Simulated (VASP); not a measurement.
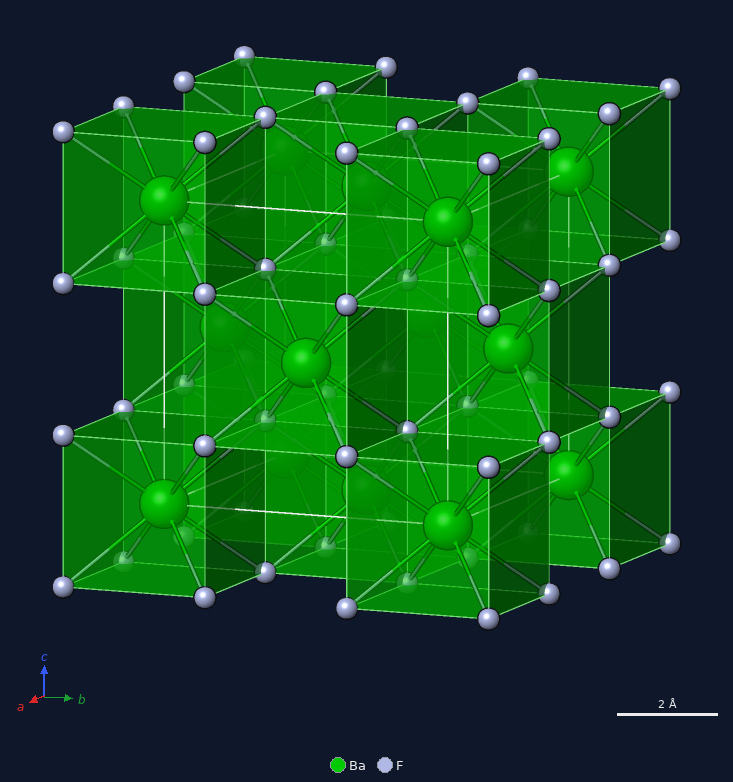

Fig. 1: The structure (polyhedral view of the cell 4 times as large as that of the calculation, set on its symmetry axes, seen slightly off an axis; polyhedra are completed across the faces of the cell). An atom can appear more than once, as a periodic image.

**Optical-spectrum calculation, with input and output: BaF2 (part 1 of 3)**

BaF2 (Fm-3m, 3 atoms in the cell), computed with Kohn-Sham DFT of a periodic cell, PBE, VASP PAW PBE potentials, recommended, no spin polarisation (VASP 6.6.1).

The structure derives from an entry of the Crystallography Open Database.

## INCAR
```
SYSTEM = BaF2
  PREC = Accurate
  ENCUT = 520
  EDIFF = 1E-7
  ISMEAR = 0
  SIGMA = 0.03
  LREAL = .False.
  LASPH = .True.
  NELM = 80
  ALGO = Normal
  ISIF = 2
  LWAVE = .False.
  LCHARG = .False.
  GGA = PE
  LOPTICS = .True.
  NBANDS = 60
  NEDOS = 1000
  CSHIFT = 0.05
  KPAR = 2
```

## KPOINTS
```
regular mesh
0
Gamma
  8 8 8
  0 0 0
```

## POSCAR
```
BaF2                                    
1.0
    0.0000000000      3.0882183966      3.0882183966
    3.0882183966     -0.0000000000      3.0882183966
    3.0882183966      3.0882183966      0.0000000000
  Ba              F             
     1     2
Direct
     0.0000000000000000    0.0000000000000000    1.0000000000000000
     0.2500000000000000    0.2500000000000000    0.2500000000000000
     0.7500000000000000    0.7500000000000000    0.7500000000000000
```

Command:
```bash
cat potpaw_PBE.64/Ba_sv/POTCAR potpaw_PBE.64/F/POTCAR > POTCAR
mpirun -np 2 vasp_std > vasp.out
```

## OSZICAR
```
N       E                     dE             d eps       ncg     rms          rms(c)
DAV:   1     0.154286158325E+03    0.15429E+03   -0.10006E+04  3480   0.372E+02
DAV:   2    -0.133816869649E+02   -0.16767E+03   -0.15881E+03  4132   0.138E+02
DAV:   3    -0.188352214371E+02   -0.54535E+01   -0.54005E+01  4312   0.203E+01
DAV:   4    -0.188597658068E+02   -0.24544E-01   -0.24539E-01  4076   0.140E+00
DAV:   5    -0.188598344973E+02   -0.68690E-04   -0.68690E-04  4060   0.672E-02    0.862E+00
DAV:   6    -0.170934673063E+02    0.17664E+01   -0.29686E+00  3860   0.679E+00    0.413E+00
DAV:   7    -0.170702810197E+02    0.23186E-01   -0.10009E-01  4140   0.100E+00    0.230E+00
DAV:   8    -0.170896737841E+02   -0.19393E-01   -0.59435E-02  3808   0.883E-01    0.283E-01
DAV:   9    -0.170928668092E+02   -0.31930E-02   -0.13734E-03  4112   0.130E-01    0.143E-01
DAV:  10    -0.170961564008E+02   -0.32896E-02   -0.10111E-03  3684   0.105E-01    0.337E-02
DAV:  11    -0.170961668960E+02   -0.10495E-04   -0.42753E-05  4240   0.221E-02    0.139E-02
DAV:  12    -0.170961893837E+02   -0.22488E-04   -0.14263E-05  3748   0.105E-02    0.259E-03
DAV:  13    -0.170961900029E+02   -0.61922E-06   -0.27125E-07  4172   0.195E-03    0.282E-03
DAV:  14    -0.170961900958E+02   -0.92900E-07   -0.11356E-07  3708   0.102E-03
   1 F= -.17096190E+02 E0= -.17096190E+02  d E =-.281382E-12
 imaginary and real dielectric function
```

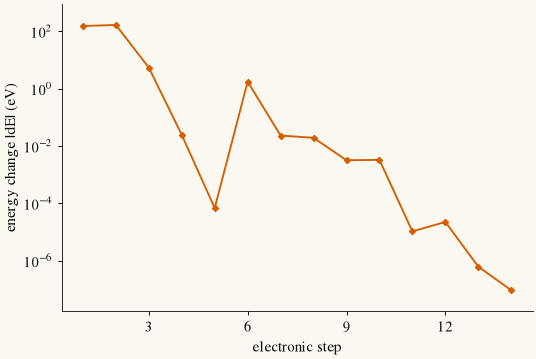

Fig. 2: Convergence of the self-consistent field: energy change |dE| against the electronic step. It takes 14 electronic steps. The density is held fixed in the first few steps, and dE rises again when its update begins.

## Parts of OUTCAR
```
SYSTEM = BaF2
   PREC = Accurate
   ENCUT = 520
   EDIFF = 1E-7
   ISMEAR = 0
   LREAL = .False.
   LASPH = .True.
   NELM = 80
   ISIF = 2
   GGA = PE

 ion  position               nearest neighbor table
   1  0.000  0.000  0.000-   3 2.67   3 2.67   3 2.67   2 2.67   2 2.67   2 2.67   3 2.67   2 2.67

   2  0.250  0.250  0.250-   1 2.67   1 2.67   1 2.67   1 2.67
   3  0.750  0.750  0.750-   1 2.67   1 2.67   1 2.67   1 2.67

  LATTYP: Found a face centered cubic cell.
 ALAT       =     6.1764367932

  Lattice vectors:

 A1 = (   0.0000000000,   3.0882183966,   3.0882183966)
 A2 = (   3.0882183966,   0.0000000000,   3.0882183966)
 A3 = (   3.0882183966,   3.0882183966,   0.0000000000)

Analysis of symmetry for initial positions (statically):
=====================================================================
 Subroutine PRICEL returns:
 Original cell was already a primitive cell.

 Routine SETGRP: Setting up the symmetry group for a
 face centered cubic supercell.

 Subroutine GETGRP returns: Found 48 space group operations
 (whereof 48 operations were pure point group operations)
 out of a pool of 48 trial point group operations.

The static configuration has the point symmetry O_h .

Analysis of symmetry for dynamics (positions and initial velocities):
=====================================================================
 Subroutine PRICEL returns:
 Original cell was already a primitive cell.

 Routine SETGRP: Setting up the symmetry group for a
 face centered cubic supercell.

 Subroutine GETGRP returns: Found 48 space group operations
 (whereof 48 operations were pure point group operations)
 out of a pool of 48 trial point group operations.

The dynamic configuration has the point symmetry O_h .

 Subroutine INISYM returns: Found 48 space group operations
 (whereof 48 operations are pure point group operations),
 and found     1 'primitive' translations

----------------------------------------------------------------------------------------

                                     Primitive cell

  volume of cell :      58.9053

  direct lattice vectors                    reciprocal lattice vectors
     0.000000000  3.088218397  3.088218397    -0.161905648  0.161905648  0.161905648
     3.088218397  0.000000000  3.088218397     0.161905648 -0.161905648  0.161905648
     3.088218397  3.088218397  0.000000000     0.161905648  0.161905648 -0.161905648

  length of vectors
     4.367400340  4.367400340  4.367400340     0.280428808  0.280428808  0.280428808

  position of ions in fractional coordinates (direct lattice)
     0.000000000  0.000000000  0.000000000
     0.250000000  0.250000000  0.250000000
     0.750000000  0.750000000  0.750000000

  ion indices of the primitive-cell ions
   primitive index   ion index
                 1           1
                 2           2
                 3           3

----------------------------------------------------------------------------------------

 KPOINTS: regular mesh

Automatic generation of k-mesh.
 Grid dimensions read from file:
 generate k-points for:    8    8    8

 Generating k-lattice:

  Cartesian coordinates                     Fractional coordinates (reciprocal lattice)
    -0.020238206  0.020238206  0.020238206     0.125000000  0.000000000  0.000000000
     0.020238206 -0.020238206  0.020238206     0.000000000  0.125000000  0.000000000
     0.020238206  0.020238206 -0.020238206     0.000000000  0.000000000  0.125000000

  Length of vectors
     0.035053601  0.035053601  0.035053601

  Shift w.r.t. Gamma in fractional coordinates (k-lattice)
     0.000000000  0.000000000  0.000000000

 Subroutine IBZKPT returns following result:
 ===========================================

 Found     29 irreducible k-points:

 Following reciprocal coordinates:
            Coordinates               Weight
  0.000000  0.000000  0.000000      1.000000
  0.125000  0.000000  0.000000      8.000000
  0.250000  0.000000  0.000000      8.000000
  0.375000  0.000000  0.000000      8.000000
  0.500000  0.000000  0.000000      4.000000
  0.125000  0.125000  0.000000      6.000000
  0.250000  0.125000  0.000000     24.000000
  0.375000  0.125000  0.000000     24.000000
  0.500000  0.125000  0.000000     24.000000
 -0.375000  0.125000  0.000000     24.000000
 -0.250000  0.125000  0.000000     24.000000
 -0.125000  0.125000  0.000000     12.000000
  0.250000  0.250000  0.000000      6.000000
  0.375000  0.250000  0.000000     24.000000
  0.500000  0.250000  0.000000     24.000000
 -0.375000  0.250000  0.000000     24.000000
 -0.250000  0.250000  0.000000     12.000000
  0.375000  0.375000  0.000000      6.000000
  0.500000  0.375000  0.000000     24.000000
 -0.375000  0.375000  0.000000     12.000000
  0.500000  0.500000  0.000000      3.000000
  0.375000  0.250000  0.125000     24.000000
  0.500000  0.250000  0.125000     48.000000
 -0.375000  0.250000  0.125000     24.000000
 [... further k-points ...]
   k-points           NKPTS =     29   k-points in BZ     NKDIM =     29   number of bands    NBANDS=     60
   number of dos      NEDOS =   1000   number of ions     NIONS =      3
   total plane-waves  NPLWV =  32768
   dimension x,y,z NGX =    32 NGY =   32 NGZ =   32
   dimension x,y,z NGXF=    64 NGYF=   64 NGZF=   64
   ions per type =               1   2
   NGX,Y,Z   is equivalent  to a cutoff of  12.18, 12.18, 12.18 a.u.
   NGXF,Y,Z  is equivalent  to a cutoff of  24.36, 24.36, 24.36 a.u.
 SYSTEM =  BaF2
   PREC   = accura    normal or accurate (medium, high low for compatibility)
   ISTART =      0    job   : 0-new  1-cont  2-samecut
   ICHARG =      2    charge: 1-file 2-atom 10-const
   ISPIN  =      1    spin polarized calculation?
   LNONCOLLINEAR =      F non collinear calculations
   LSORBIT =      F    spin-orbit coupling
   LASPH  =      T    aspherical Exc in radial PAW
   ENCUT  =  520.0 eV  38.22 Ry    6.18 a.u.   8.12  8.12  8.12*2*pi/ulx,y,z
   NELM   =     80;   NELMIN=  2; NELMDL= -5     # of ELM steps
   EDIFF  = 0.1E-06   stopping-criterion for ELM
   LREAL  =      F    real-space projection
   EDIFFG = 0.1E-05   stopping-criterion for IOM
   NSW    =      0    number of steps for IOM
   IBRION =     -1    ionic relax: 0-MD 1-quasi-New 2-CG
   NFREE  =      0    steps in history (QN), initial steepest desc. (CG)
   ISIF   =      2    stress and relaxation
   ISYM   =      2    0-nonsym 1-usesym 2-fastsym
   POTIM  = 0.5000    time-step for ionic-motion
   TEBEG  =    0.0;   TEEND  =   0.0 temperature during run
   PSTRESS=    0.0 pullay stress
   NELECT =      24.0000    total number of electrons
   NUPDOWN=      -1.0000    fix difference up-down
   EMIN   =  10.00;   EMAX   =-10.00  energy-range for DOS
   EFERMI =   0.00;   METHOD = LEGACY
   ISMEAR =     0;   SIGMA  =   0.03  broadening in eV -4-tet -1-fermi 0-gaus
   EFERMI_NEDOS =   21; number of points for ismear=-14 and -15
   IALGO  =     38    algorithm
   IMIX   =      4    mixing-type and parameters
     AMIX     =   0.40;   BMIX     =  1.00
     AMIX_MAG =   1.60;   BMIX_MAG =  1.00
  volume/ion in A,a.u.               =      19.64       132.50
  Fermi-wavevector in a.u.,A,eV,Ry     =   1.213651  2.293468 20.040693  1.472949
  Thomas-Fermi vector in A             =   2.349096
   LORBIT       =      0    0 simple, 1 ext, 2 COOP (PROOUT), +10 PAW based schemes
   GGA     = PE    functional components
   LHFCALC =     F    Hartree Fock is set to
   AEXX    =    0.0000 exact exchange contribution
   IVDW    =     0    specifies the selected vdW correction
   LEPSILON=     F    determine dielectric tensor
   LRPA    =     F    only Hartree local field effects (RPA)
 non-spin polarized calculation
 Gauss-broadening in eV      SIGMA  =   0.03
  energy-cutoff  :      520.00
  volume of cell :       58.91
 maximum number of plane-waves:      1604
   NGX = 17   NGY = 17   NGZ = 17

 number of electron      23.9999974 magnetization

 Free energy of the ion-electron system (eV)
  ---------------------------------------------------
  ext. energy  EPLUGINS =         0.00000000
  ---------------------------------------------------
  free energy    TOTEN  =       -17.09619010 eV

  energy without entropy =      -17.09619010  energy(sigma->0) =      -17.09619010

 E-fermi :  -1.8846     XC(G=0):  -8.7536     alpha+bet : -9.4369

 val. band max:       -2.0223082742   @ k =  -0.2500   0.2500   0.0000
 cond. band min:       4.7889196438   @ k =   0.0000   0.0000   0.0000
 fundamental gap:      6.8112279180
 Fermi energy:        -1.8845876530

 k-point     1 :       0.0000    0.0000    0.0000
  band No.  band energies     occupation
      1     -25.0957      2.00000
      2     -20.9752      2.00000
      3     -20.9090      2.00000
      4      -9.9148      2.00000
      5      -9.9148      2.00000
      6      -9.9148      2.00000
      7      -3.5540      2.00000
      8      -3.5540      2.00000
      9      -3.5540      2.00000
     10      -2.1065      2.00000
     11      -2.1065      2.00000
     12      -2.1065      2.00000
     13       4.7889      0.00000
     14       7.1976      0.00000
     15       7.1976      0.00000
     16       9.4541      0.00000
     17       9.4541      0.00000
     18       9.4541      0.00000
     19      13.4971      0.00000
     20      13.4971      0.00000
     21      13.4971      0.00000
     22      18.1705      0.00000
     23      21.9015      0.00000
     24      21.9015      0.00000

 k-point     2 :       0.1250    0.0000    0.0000
  band No.  band energies     occupation
      1     -25.0646      2.00000
      2     -20.9900      2.00000
      3     -20.9487      2.00000
      4      -9.9444      2.00000
      5      -9.9403      2.00000
      6      -9.9403      2.00000
      7      -3.4861      2.00000
      8      -3.4861      2.00000
      9      -3.3850      2.00000
     10      -2.2182      2.00000
     11      -2.1284      2.00000
     12      -2.1284      2.00000
     13       5.1445      0.00000
     14       7.1886      0.00000
     15       7.1886      0.00000
     16       9.2639      0.00000
     17       9.4674      0.00000
     18       9.4674      0.00000
     19      12.8271      0.00000
     20      13.8992      0.00000
     21      13.8992      0.00000
     22      18.9916      0.00000
     23      20.2994      0.00000
     24      20.2994      0.00000

 k-point     3 :       0.2500    0.0000    0.0000
  band No.  band energies     occupation
      1     -24.9863      2.00000
      2     -21.0681      2.00000
      3     -21.0069      2.00000
      4     -10.0080      2.00000
      5     -10.0001      2.00000
      6     -10.0001      2.00000
      7      -3.3302      2.00000
      8      -3.3302      2.00000
      9      -2.9755      2.00000
     10      -2.4464      2.00000
     11      -2.1704      2.00000
     12      -2.1704      2.00000
     13       5.9594      0.00000
     14       7.1803      0.00000
     15       7.1803      0.00000
     16       8.8404      0.00000
     17       9.5157      0.00000
     18       9.5157      0.00000
     19      11.8155      0.00000
     20      14.9532      0.00000
     21      14.9532      0.00000
     22      18.2311      0.00000
     23      18.2311      0.00000
     24      18.9717      0.00000

 k-point     4 :       0.3750    0.0000    0.0000
  band No.  band energies     occupation
      1     -24.9033      2.00000
      2     -21.1778      2.00000
      3     -21.0383      2.00000
      4     -10.0622      2.00000
      5     -10.0576      2.00000
      6     -10.0576      2.00000
      7      -3.1920      2.00000
      8      -3.1920      2.00000
      9      -2.6471      2.00000
     10      -2.5424      2.00000
     11      -2.1909      2.00000
     12      -2.1909      2.00000
     13       6.7210      0.00000
     14       7.1886      0.00000
     15       7.1886      0.00000
     16       8.2814      0.00000
     17       9.5946      0.00000
     18       9.5946      0.00000
     19      11.6283      0.00000
     20      15.6714      0.00000
     21      15.6714      0.00000
     22      16.9785      0.00000
     23      17.7576      0.00000
     24      17.7576      0.00000

 k-point     5 :       0.5000    0.0000    0.0000
  band No.  band energies     occupation
      1     -24.8674      2.00000
      2     -21.2255      2.00000
      3     -21.0501      2.00000
      4     -10.0823      2.00000
      5     -10.0808      2.00000
      6     -10.0808      2.00000
      7      -3.1422      2.00000
      8      -3.1422      2.00000
      9      -2.7029      2.00000
     10      -2.3773      2.00000
     11      -2.1906      2.00000
     12      -2.1906      2.00000
     13       7.1454      0.00000
     14       7.1963      0.00000
     15       7.1963      0.00000
     16       7.8089      0.00000
     17       9.6397      0.00000
     18       9.6397      0.00000
     19      11.9985      0.00000
     20      15.4493      0.00000
     21      15.4493      0.00000
     22      15.8875      0.00000
     23      19.1468      0.00000
     24      19.1468      0.00000

 [... the levels of 18 k-points are left out ...]

 k-point    24 :      -0.3750    0.2500    0.1250
  band No.  band energies     occupation
      1     -24.8276      2.00000
      2     -21.2152      2.00000
      3     -21.1270      2.00000
      4     -10.2149      2.00000
      5     -10.0576      2.00000
      6     -10.0575      2.00000
      7      -3.0349      2.00000
      8      -2.8862      2.00000
      9      -2.8571      2.00000
     10      -2.3312      2.00000
     11      -2.2559      2.00000
     12      -2.1226      2.00000
     13       6.0162      0.00000
     14       7.4696      0.00000
     15       7.5672      0.00000
     16       8.3234      0.00000
     17       9.7250      0.00000
     18      10.6446      0.00000
     19      12.0146      0.00000
     20      15.0145      0.00000
     21      15.3785      0.00000
     22      16.4787      0.00000
     23      16.9679      0.00000
     24      18.4687      0.00000

 [... further k-points ...]

 [bands above 24 left out]

------------------------ aborting loop because EDIFF is reached ----------------------------------------
```
